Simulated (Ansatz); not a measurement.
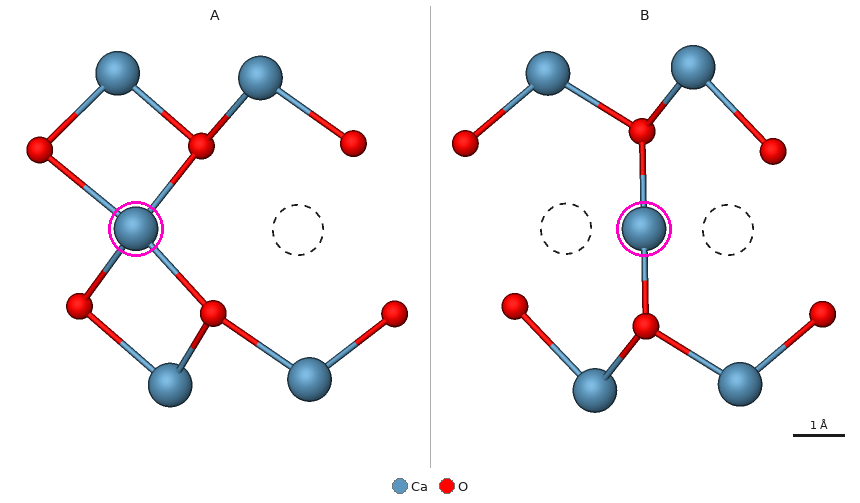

A vacancy jump of calcium in CaO (P6_3/mmc phase), in a neutral cell with 23 atoms, whose images lie 6.9 Å apart. One frame is the relaxed vacancy; in the other the neighbouring Ca atom (ringed) was set half-way along its jump of 3.34 Å and all atoms were relaxed in the symmetry of that start. Dashed circles mark empty sites. Style: ball-and-stick. Shown: the slice 3.8 Å thick through the jump, out to 4.5 Å from its middle, across the jump.

All numbers below come from Ansatz 0.2.0, DFT PBE, scalar-relativistic, plane waves, PAW. (plane-wave cutoff 420 eV; k-point mesh 3 × 3 × 2; occupations gaussian; smearing width 0.05 eV; no spin polarisation; atoms relaxed in a fixed cell; force threshold 0.02 eV/Å).

> Which frame is the half-way one, and how far apart are the two in energy?

Frame B is the half-way start after relaxation. It lies 1.66 eV above the relaxed vacancy. The atom stays half-way, on the straight line. The symmetry of the start was kept and can hold it there, so for a path with one hump at the middle this is the barrier or an upper bound to it. There it has 2 O as nearest neighbours, the closest at 2.10 Å. Both cells are metallic on the mesh.

Limits of the set-up: the periodic images lie only 6.9 Å apart, so the values are limited by the cell's size.
